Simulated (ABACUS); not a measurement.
Geometry relaxation, with input and output: Nb (part 1 of 2)

Nb (Im-3m, 1 atom in the cell), computed with Kohn-Sham DFT of a periodic cell, BP86, SG15 ONCV 1.2 PBE, no spin polarisation (ABACUS 3.10.1).

The structure derives from an entry of the Crystallography Open Database.

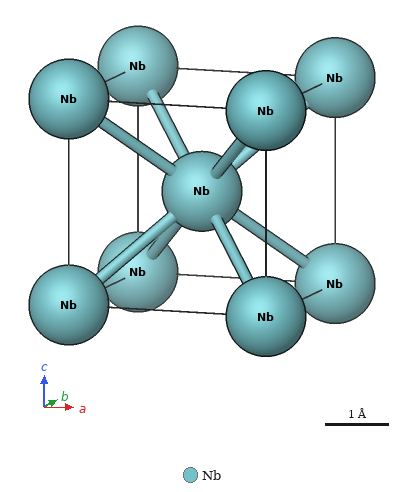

*The structure as given in the input (ball-and-stick view of the cell 2 times as large as that of the calculation, set on its symmetry axes, seen slightly off an axis).*

### Input
```python
"""ABACUS run from a structure file: ASE reads it, the script writes STRU, KPT and INPUT."""
import re
import subprocess
from ase.io import read
from ase.units import Bohr

atoms = read("Nb.cif")
atoms = atoms[(-atoms.numbers).argsort(kind="stable")]  # ABACUS lists atoms element by element
pseudo = {'Nb': 'Nb_ONCV_PBE-1.2.upf'}
orbital = {}
magmoms = None
kmesh = [9, 9, 9]
params = {
    'suffix': 'Nb',
    'calculation': 'cell-relax',
    'basis_type': 'pw',
    'pseudo_dir': './',
    'symmetry': 1,
    'dft_functional': 'GGA_X_B88+GGA_C_P86',
    'ecutwfc': 82,
    'pseudo_rcut': 10,
    'nspin': 1,
    'nbands': 11,
    'ks_solver': 'dav',
    'smearing_method': 'fd',
    'smearing_sigma': 0.00367493,
    'scf_thr': 1e-08,
    'scf_nmax': 100,
    'mixing_type': 'broyden',
    'mixing_beta': 0.7,
    'cal_force': 1,
    'cal_stress': 1,
    'relax_nmax': 60,
    'force_thr_ev': 0.005,
    'relax_method': 'cg',
    'out_stru': 1,
    'stress_thr': 1,
    'kpar': 4,
}

symbols = atoms.get_chemical_symbols()
elements = list(dict.fromkeys(symbols))
lines = ["ATOMIC_SPECIES"] + [f"{e} {atoms.get_masses()[symbols.index(e)]:.4f} {pseudo[e]}" for e in elements]
if orbital:
    lines += ["", "NUMERICAL_ORBITAL"] + [orbital[e] for e in elements]
lines += ["", "LATTICE_CONSTANT", f"{1 / Bohr:.10f}", "", "LATTICE_VECTORS"]
lines += [" ".join(f"{x:.10f}" for x in v) for v in atoms.cell]
lines += ["", "ATOMIC_POSITIONS", "Direct"]
for e in elements:
    lines += ["", e, "0.0", str(symbols.count(e))]
    for i, p in enumerate(atoms.get_scaled_positions(wrap=False)):
        if symbols[i] == e:
            mag = "" if magmoms is None else " mag " + " ".join(str(x) for x in (magmoms[i] if isinstance(magmoms[i], list) else [magmoms[i]]))
            lines.append(" ".join(f"{x:.10f}" for x in p) + " 1 1 1" + mag)
open("STRU", "w").write("\n".join(lines) + "\n")
open("KPT", "w").write("K_POINTS\n0\nGamma\n%d %d %d 0 0 0\n" % tuple(kmesh))
open("INPUT", "w").write("INPUT_PARAMETERS\n" + "".join(f"{k:<20s}{v}\n" for k, v in params.items()))

done = subprocess.run(['mpirun', '-np', '4', 'abacus'])
if done.returncode:
    raise SystemExit(done.returncode)
log = open("OUT.Nb/running_cell-relax.log").read()
print("final energy (eV):", re.findall(r"FINAL_ETOT_IS (\S+)", log))
```

### File Nb.cif
```
data_Nb
_cell_length_a 2.88204594
_cell_length_b 2.88204594
_cell_length_c 2.88204594
_cell_angle_alpha 109.47122063
_cell_angle_beta 109.47122063
_cell_angle_gamma 109.47122063
_space_group_name_H-M_alt 'P1'
_space_group_name_Hall 'P 1'
_space_group_IT_number 1
loop_
_space_group_symop_operation_xyz
'x,y,z'
loop_
_atom_site_label
_atom_site_type_symbol
_atom_site_symmetry_multiplicity
_atom_site_Wyckoff_symbol
_atom_site_fract_x
_atom_site_fract_y
_atom_site_fract_z
_atom_site_occupancy
Nb1 Nb 1 a 0.0000000000 0.0000000000 0.0000000000 1
```

### File INPUT
```
INPUT_PARAMETERS
suffix              Nb
calculation         cell-relax
basis_type          pw
pseudo_dir          ./
symmetry            1
dft_functional      GGA_X_B88+GGA_C_P86
ecutwfc             82
pseudo_rcut         10
nspin               1
nbands              11
ks_solver           dav
smearing_method     fd
smearing_sigma      0.00367493
scf_thr             1e-08
scf_nmax            100
mixing_type         broyden
mixing_beta         0.7
cal_force           1
cal_stress          1
relax_nmax          60
force_thr_ev        0.005
relax_method        cg
out_stru            1
stress_thr          1
kpar                4
```

### File STRU
```
ATOMIC_SPECIES
Nb 92.9064 Nb_ONCV_PBE-1.2.upf

LATTICE_CONSTANT
1.8897261258

LATTICE_VECTORS
2.8820459400 0.0000000000 0.0000000000
-0.9606819798 2.7172189706 0.0000000000
-0.9606819798 -1.3586094848 2.3531806564

ATOMIC_POSITIONS
Direct

Nb
0.0
1
0.0000000000 0.0000000000 0.0000000000 1 1 1
```

### File KPT
```
K_POINTS
0
Gamma
9 9 9 0 0 0
```

Hardware: 4 threads of Intel Xeon @ 2.50GHz (Skylake/Cascade Lake), 16 GiB of memory available, shared host.

Run as:
```bash
OMP_NUM_THREADS=1 python run_abacus.py > log
```

### Output
```
ABACUS v3.10.1

               Atomic-orbital Based Ab-initio Computation at UStc

 ------------------------------------------------------------------------------------

 READING GENERAL INFORMATION
                           global_out_dir = OUT.Nb/
                           global_in_card = INPUT
                               pseudo_dir = ./
                              orbital_dir =
                                    DSIZE = 4
                                    GSIZE = 1

 READING UNITCELL INFORMATION
                                    ntype = 1
                  lattice constant (Bohr) = 1.88973
              lattice constant (Angstrom) = 1

 READING ATOM TYPE 1
                               atom label = Nb
                      L=0, number of zeta = 1
                      L=1, number of zeta = 1
                      L=2, number of zeta = 1
             number of atom for this type = 1

                        TOTAL ATOM NUMBER = 1
DIRECT COORDINATES
    atom                   x                   y                   z     mag                  vx                  vy                  vz
taud_Nb1            0.0000000000        0.0000000000        0.0000000000  0.0000        0.0000000000        0.0000000000        0.0000000000

                          Volume (Bohr^3) = 124.359
                             Volume (A^3) = 18.4281

 Lattice vectors: (Cartesian coordinate: in unit of a_0)
             +2.88205                  +0                  +0
            -0.960682            +2.71722                  +0
            -0.960682            -1.35861            +2.35318
 Reciprocal vectors: (Cartesian coordinate: in unit of 2 pi/a_0)
            +0.346976           +0.122674           +0.212478
                   -0           +0.368023           +0.212478
                   +0                  -0           +0.424957
 The esolver type has been set to : ksdft_pw

                PAO radial cut off (Bohr) = 10

 Read in pseudopotential file is Nb_ONCV_PBE-1.2.upf
                     pseudopotential type = NC
          exchange-correlation functional = PBE
                 nonlocal core correction = 0
                        valence electrons = 13
                                     lmax = 2
                           number of zeta = 0
                     number of projectors = 6
                           L of projector = 0
                           L of projector = 0
                           L of projector = 1
                           L of projector = 1
                           L of projector = 2
                           L of projector = 2
 XC functional updated to : GGA_X_B88+GGA_C_P86
          exchange-correlation functional = GGA_X_B88+GGA_C_P86
     initial pseudo atomic orbital number = 0

 SETUP THE ELECTRONS NUMBER
            electron number of element Nb = 13
      total electron number of element Nb = 13
            AUTOSET number of electrons:  = 13
                           occupied bands = 7
                                   NBANDS = 11
                                   NLOCAL = 9

%%%%%%%%%%%%%%%%%%%%%%%%%%%%%%%%%%%%%%%%%%%%%%%%%%%%%%%%%%%%%%%%%%%%%%%%%%%%%%%%%%%%%%%%%%%%%%%%%%%%%%%%%%
 Warning: the number of valence electrons in pseudopotential > 5 for Nb: [Kr] 4d4 5s1
 Pseudopotentials with additional electrons can yield (more) accurate outcomes, but may be less efficient.
 If you're confident that your chosen pseudopotential is appropriate, you can safely ignore this warning.
%%%%%%%%%%%%%%%%%%%%%%%%%%%%%%%%%%%%%%%%%%%%%%%%%%%%%%%%%%%%%%%%%%%%%%%%%%%%%%%%%%%%%%%%%%%%%%%%%%%%%%%%%%

 SETUP THE PLANE WAVE BASIS
 energy cutoff for charge/potential (unit:Ry) = 328
            fft grid for charge/potential = [ 32, 32, 32 ]
                        fft grid division = [ 1, 1, 1 ]
        big fft grid for charge/potential = [ 32, 32, 32 ]
                                     nbxx = 32768
                                     nrxx = 32768

 SETUP PLANE WAVES FOR CHARGE/POTENTIAL
                    number of plane waves = 12527
                         number of sticks = 731

 PARALLEL PW FOR CHARGE/POTENTIAL
     PROC   COLUMNS(POT)             PW
        1            731          12527
 --------------- sum -------------------
        1            731          12527
                            number of |g| = 196
                                  max |g| = 29.6165
                                  min |g| = 0

----------- Double Check Mixing Parameters Begin ------------
mixing_type: broyden
mixing_beta: 0.7
mixing_gg0: 1
mixing_gg0_min: 0.1
mixing_ndim: 8
----------- Double Check Mixing Parameters End ------------

 LATTICE VECTORS: (CARTESIAN COORDINATE: IN UNIT OF A0)
             +2.88205                  +0                  +0
            -0.960682            +2.71722                  +0
            -0.960682            -1.35861            +2.35318
                       right hand lattice = 1
                                   NORM_A = 2.88205
                                   NORM_B = 2.88205
                                   NORM_C = 2.88205
                           ALPHA (DEGREE) = 109.471
                           BETA  (DEGREE) = 109.471
                           GAMMA (DEGREE) = 109.471

 The lattice vectors have been changed (STRU_SIMPLE.cif)

(for optimal symmetric configuration:)
                             BRAVAIS TYPE = 2
                     BRAVAIS LATTICE NAME = 02. Cubic I (body-centered)
                                    ibrav = 2
                                    IBRAV = 2
                                  BRAVAIS = BODY CENTERED CUBIC
                       LATTICE CONSTANT A = 3.3279
Original cell was already a primitive cell.
                        ROTATION MATRICES = 48
              PURE POINT GROUP OPERATIONS = 48
                   SPACE GROUP OPERATIONS = 48
                              POINT GROUP = O_h
               POINT GROUP IN SPACE GROUP = O_h

 SETUP K-POINTS
                                    nspin = 1
                   Input type of k points = Monkhorst-Pack(Gamma)
                                   nkstot = 729
                       right hand lattice = 1
(for reciprocal lattice: )
                             BRAVAIS TYPE = 3
                     BRAVAIS LATTICE NAME = 03. Cubic F (face-centered)
                                    ibrav = 3
                       right hand lattice = 1
(for k-lattice: )
                             BRAVAIS TYPE = 3
                     BRAVAIS LATTICE NAME = 03. Cubic F (face-centered)
                                    ibrav = 3
                       right hand lattice = 1
                        ROTATION MATRICES = 48
                               nkstot_ibz = 35
K-POINTS REDUCTION ACCORDING TO SYMMETRY
     IBZ    DIRECT_X    DIRECT_Y    DIRECT_Z  WEIGHT  ibz2bz
       1  0.00000000  0.00000000  0.00000000  0.0014       0
       2 -0.11111111  0.11111111  0.00000000  0.0165       1
       3 -0.22222222  0.22222222  0.00000000  0.0165       2
       4 -0.33333333  0.33333333  0.00000000  0.0165       3
       5 -0.44444444  0.44444444  0.00000000  0.0165       4
       6 -0.22222222  0.11111111  0.11111111  0.0329      10
       7 -0.11111111 -0.22222222  0.33333333  0.0658      11
       8 -0.44444444  0.33333333  0.11111111  0.0658      12
       9  0.44444444  0.44444444  0.11111111  0.0329      13
      10 -0.22222222 -0.22222222  0.44444444  0.0329      20
      11  0.44444444  0.33333333  0.22222222  0.0658      21
      12  0.33333333  0.33333333  0.33333333  0.0110      30
      13 -0.11111111 -0.11111111  0.33333333  0.0110      91
      14 -0.11111111 -0.22222222  0.44444444  0.0329      92
      15  0.44444444  0.33333333  0.11111111  0.0329      93
      16 -0.11111111  0.11111111  0.11111111  0.0082      98
      17  0.44444444  0.22222222  0.22222222  0.0329     101
      18  0.33333333  0.33333333  0.22222222  0.0329     102
      19 -0.22222222  0.22222222  0.11111111  0.0329     106
      20 -0.33333333  0.33333333  0.11111111  0.0329     114
      21 -0.33333333  0.22222222  0.22222222  0.0329     115
      22 -0.44444444  0.44444444  0.11111111  0.0329     122
      23 -0.44444444  0.33333333  0.22222222  0.0658     123
      24  0.44444444  0.44444444  0.22222222  0.0329     131
      25  0.44444444  0.33333333  0.33333333  0.0329     132
      26  0.22222222  0.22222222  0.33333333  0.0110     182
      27 -0.22222222  0.22222222  0.22222222  0.0082     187
      28 -0.33333333  0.33333333  0.22222222  0.0329     195
      29 -0.44444444  0.44444444  0.22222222  0.0329     203
      30 -0.44444444  0.33333333  0.33333333  0.0329     204
[... 5 further k points ...]

                               nkstot now = 35
[... K-POINTS DIRECT COORDINATES: 35 rows ...]

           k-point number in this process = 9
       minimum distributed K point number = 8
[... stars of the k points ...]

[... K-POINTS CARTESIAN COORDINATES: 9 rows ...]

[... K-POINTS DIRECT COORDINATES: 9 rows ...]

 SETUP PLANE WAVES FOR WAVE FUNCTIONS
     energy cutoff for wavefunc (unit:Ry) = 82
              fft grid for wave functions = [ 32, 32, 32 ]
                    number of plane waves = 2243
                         number of sticks = 229

 PARALLEL PW FOR WAVE FUNCTIONS
     PROC   COLUMNS(POT)             PW
        1            229           2243
 --------------- sum -------------------
        1            229           2243

 SETUP NONLOCAL PSEUDOPOTENTIALS IN PLANE WAVE BASIS
 Nb non-local projectors:
 projector 1 L=0
 projector 2 L=0
 projector 3 L=1
 projector 4 L=1
 projector 5 L=2
 projector 6 L=2
      TOTAL NUMBER OF NONLOCAL PROJECTORS = 18

 Init Non-Local PseudoPotential table :
 Init Non-Local-Pseudopotential done.

                                     npwx = 1573

 -------------------------------------------
 STEP OF RELAXATION : 1
 -------------------------------------------
                                 init_chg = atomic

 PW ALGORITHM --------------- ION=   1  ELEC=   1--------------------------------
 Notice: Threshold on eigenvalues was too large.
 hsover_error=0.13 > DRHO=0.0461394
 Origin diag ethr = 0.01
 New diag ethr = 0.000354918

 Density error is 0.0412700872278
                          Error Threshold = 0.000354918222398
----------------------------------------------------------
     Energy           Rydberg                 eV
----------------------------------------------------------
 E_KohnSham     -114.2225585460      -1554.0776363641
 E_Harris       -115.5138267004      -1571.6462409105
 E_Fermi        1.3129361924         17.8634133276
----------------------------------------------------------

 PW ALGORITHM --------------- ION=   1  ELEC=   2--------------------------------

 Density error is 0.00100014028676
                          Error Threshold = 0.000317462209445
----------------------------------------------------------
     Energy           Rydberg                 eV
----------------------------------------------------------
 E_KohnSham     -114.2322974019      -1554.2101402961
 E_Harris       -114.0726691115      -1552.0382859843
 E_Fermi        1.2799925918         17.4151926457
----------------------------------------------------------

 PW ALGORITHM --------------- ION=   1  ELEC=   3--------------------------------

 Density error is 5.05103607684e-05
                          Error Threshold = 7.6933868212e-06
----------------------------------------------------------
     Energy           Rydberg                 eV
----------------------------------------------------------
 E_KohnSham     -114.2325061731      -1554.2129807742
 E_Harris       -114.2431923065      -1554.3583730781
 E_Fermi        1.2834388161         17.4620809333
----------------------------------------------------------

 PW ALGORITHM --------------- ION=   1  ELEC=   4--------------------------------

 Density error is 1.51798461025e-07
                          Error Threshold = 3.8854123668e-07
----------------------------------------------------------
     Energy           Rydberg                 eV
----------------------------------------------------------
 E_KohnSham     -114.2325090041      -1554.2130192917
 E_Harris       -114.2328092105      -1554.2171038092
 E_Fermi        1.2829522143         17.4554603761
----------------------------------------------------------

 PW ALGORITHM --------------- ION=   1  ELEC=   5--------------------------------

 Density error is 3.28290389299e-08
                          Error Threshold = 1.16768046942e-09
----------------------------------------------------------
     Energy           Rydberg                 eV
----------------------------------------------------------
 E_KohnSham     -114.2325091202      -1554.2130208712
 E_Harris       -114.2325843461      -1554.2140443725
 E_Fermi        1.2829584941         17.4555458172
----------------------------------------------------------

 PW ALGORITHM --------------- ION=   1  ELEC=   6--------------------------------

 Density error is 2.12769313482e-09
                          Error Threshold = 2.52531068691e-10
----------------------------------------------------------
     Energy           Rydberg                 eV
```
